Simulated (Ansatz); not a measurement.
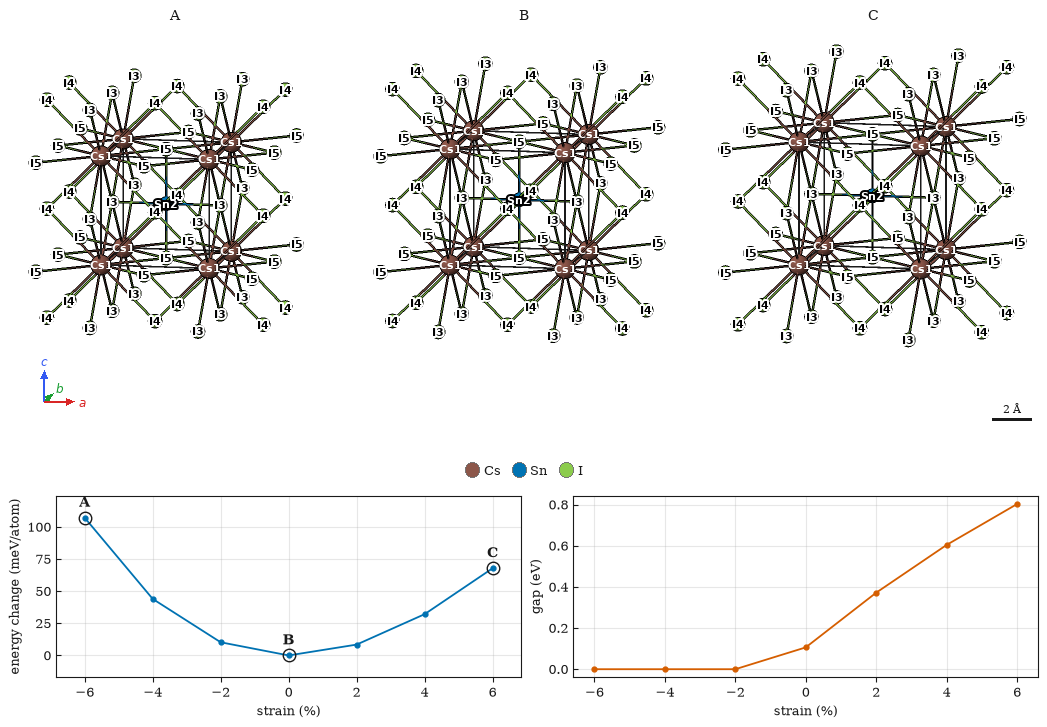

Members of a series of calculations on a crystal of CsSnI3 (set up in Pm-3m), marked on the first curve. The picture is a ball-and-stick view of the cell of the calculation, seen slightly off an axis.

Level of theory: DFT PBEsol, scalar-relativistic, plane waves, PAW (Ansatz 0.2.0). Settings: plane-wave cutoff 420 eV; k-point mesh 6 × 6 × 6; occupations gaussian; smearing width 0.01 eV; no spin polarisation.

Question: Describe the series.

Answer: Equal strain along all axes, cell held, atoms relaxed. A (strain −6.0 %): energy change 107 meV/atom, volume 38.34 Å³ per atom, gap 0.00 eV. B (strain 0.0 %): energy change 0.0 meV/atom, volume 46.16 Å³ per atom, gap 0.11 eV. C (strain 6.0 %): energy change 67.8 meV/atom, volume 54.98 Å³ per atom, gap 0.80 eV. The rest compares A with C. Cell: a = b = c 5.766 → 6.502 Å (+12.8 %). Volume +43.4 %. Some distances before and after: Cs–I 4.077 → 4.598 Å, I–Sn 2.883 → 3.251 Å.
